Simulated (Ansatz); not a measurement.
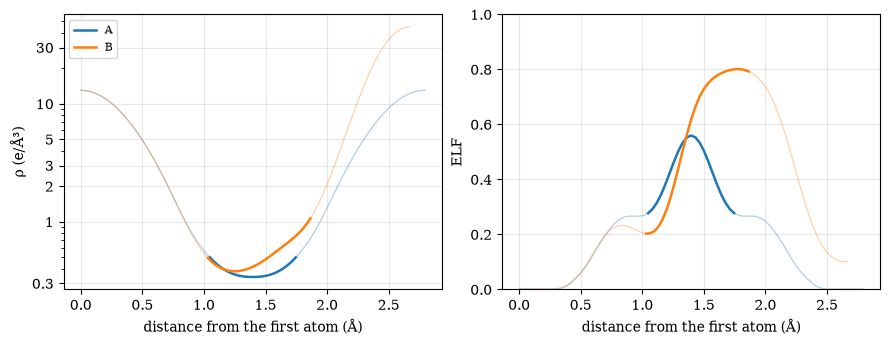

Figure 1: InSe. Valence charge density (pseudo) and electron localisation function along straight lines between neighbouring atoms. Thin, pale parts lie inside the atomic spheres.

Space group P6₃/mmc.

The calculation used DFT, PBE, plane-wave PAW, default files, scalar-relativistic (Ansatz 0.2.0).

The density is the valence pseudo-density of a PAW calculation; it isn't the true density close to the nuclei.

Question: Which curve belongs to which contact (In–In and In–Se)? The first atom named is at distance zero.

Answer: Curve A: In–In (2.79 Å): ρ is about 0.34 e/Å³ halfway; the ELF reaches about 0.55 near the midpoint. Curve B: In–Se (2.66 Å): ρ at the midpoint is about 0.39 e/Å³; the ELF is about 0.50 at the midpoint.
